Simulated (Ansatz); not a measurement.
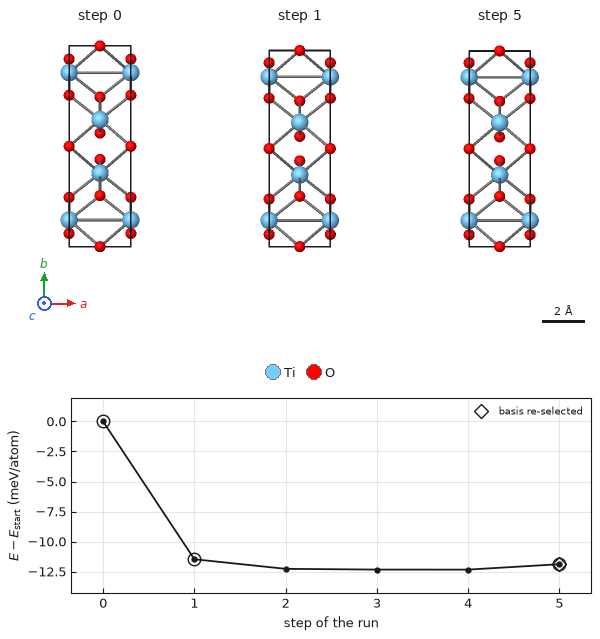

Frames of a relaxation of a crystal of TiO$_{2}$ (set up in Cmcm), marked on the history of the run. A ball-and-stick model of the conventional cell (2 times the calculation's cell), seen along the c axis. Lengths and directions refer to the drawn axes.

The run lets cell and atoms move.

Method: Kohn-Sham DFT of a periodic cell, r2SCAN with D3(BJ), Ansatz PAW in Ansatz.

Input file:
```yaml
crystal:
  lattice:
    - [1.474097, -4.79653, 0.0]
    - [1.474097, 4.79653, 0.0]
    - [0.0, 0.0, 10.235223]
  atoms:
    - { symbol: Ti, position: [0.866913, 0.133087, 0.583142] }
    - { symbol: Ti, position: [0.133087, 0.866913, 0.416858] }
    - { symbol: Ti, position: [0.866913, 0.133087, 0.916858] }
    - { symbol: Ti, position: [0.133087, 0.866913, 0.083142] }
    - { symbol: O, position: [0.5, 0.5, 0.5] }
    - { symbol: O, position: [0.5, 0.5, 0.0] }
    - { symbol: O, position: [0.934235, 0.065765, 0.75] }
    - { symbol: O, position: [0.065765, 0.934235, 0.25] }
    - { symbol: O, position: [0.7544, 0.2456, 0.102866] }
    - { symbol: O, position: [0.2456, 0.7544, 0.897134] }
    - { symbol: O, position: [0.2456, 0.7544, 0.602866] }
    - { symbol: O, position: [0.7544, 0.2456, 0.397134] }
hamiltonian:
  xc: r2scan
  pseudopotentials: { kind: paw }
  dispersion: d3bj
kpoints:
  mp_grid: { grid: [9, 9, 3] }
scf:
  occupations: { method: fermi_dirac, width: 0.05 }
output:
  forces: true
  stress: true
  eigenvalues: true
relax:
  f_tol: 0.01
  max_steps: 40
  cell: { stress_tol: 0.05 }
```

Launched with:
```bash
ansatz run input.yaml --threads 4 --pin off --max-ram 11264MiB --backend cpu --events-out ev --progress --plain --runs-dir out
```

Describe the path.

Answer. After 4 accepted moves (5 points after the start) the energy has fallen by 11.9 meV per atom. The largest force component goes from 0.32 to 0.0083 eV/Å. Pressure: −7.23 GPa at the start and 0.00 GPa at the end. The SCF was repeated once at an unchanged geometry on a basis and grid sized afresh for the cell, which shifted the energy by 0.4 meV per atom at most. The largest moves relative to the cell, 0.047 Å, are those of O atoms. By element the largest moves are O 0.047 Å, Ti 0.011 Å. The drawn cell changes as follows: a 2.948 → 2.914 Å (−1.2 %), b 9.593 → 9.351 Å (−2.5 %), c 10.235 → 10.081 Å (−1.5 %); the volume changes by −5.1 %. Some distances before and after: Ti–Ti 3.178 → 3.122 Å, Ti–Ti 3.069 → 3.019 Å, Ti–Ti 2.948 → 2.914 Å, O–Ti 2.189 → 2.155 Å. Among the angles between lasting bonds that change: Ti–O–Ti 138.6° → 135.7°. The space group stays Cmcm (No. 63). From step 0 to 1: O atoms move most (0.03 Å), volume −4.2 %, energy −11.5 meV per atom. From step 1 to 5: O atoms move most (0.02 Å), volume −1.0 %, energy −0.4 meV per atom.
